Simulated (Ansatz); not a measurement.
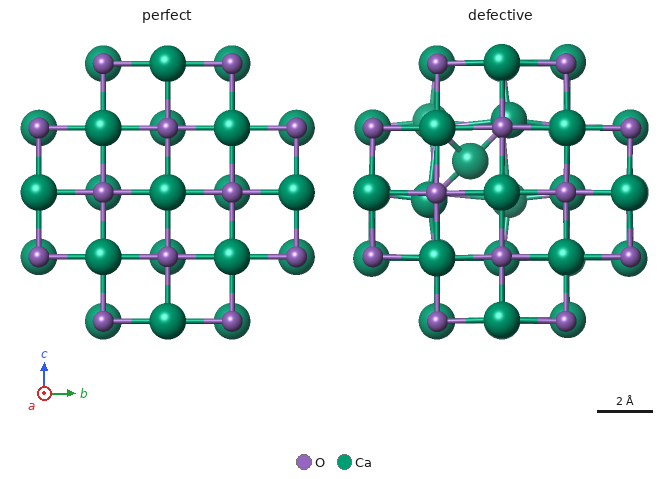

Left: perfect CaO. Right: the same region with one point defect, after relaxing the atoms in a supercell of 64 sites. Style: ball-and-stick. Shown: the atoms within 6.0 Å of one point, in a slice 5.0 Å thick across the line of sight, along the a axis.

Computed with Ansatz 0.2.0, DFT, PBEsol, PAW, plane waves. Settings: plane-wave cutoff 420 eV; k-point mesh 1 × 1 × 1; mesh shifted by (0.25, 0.25, 0.25); no spin polarisation. Fermi-Dirac smearing of 0.01 eV. A uniform background neutralises the charged cell. The axes drawn are those of the host's conventional cell.

Question: What kind of defect was made?

Answer: An oxygen atom is replaced by calcium.

The charge state of the cell is +2.

Question: What does the relaxation do around it?

Answer: In the host the O atom has 6 Ca at 2.38 Å; the Ca atom ends with 3 O at 2.10 Å. Of the host's atoms, a calcium atom moves furthest from its site, by 0.48 Å. The Ca atom itself moves 2.01 Å from where it was put.

Limits of the set-up: the cell is charged, on a uniform background, and energies carry no finite-size correction.
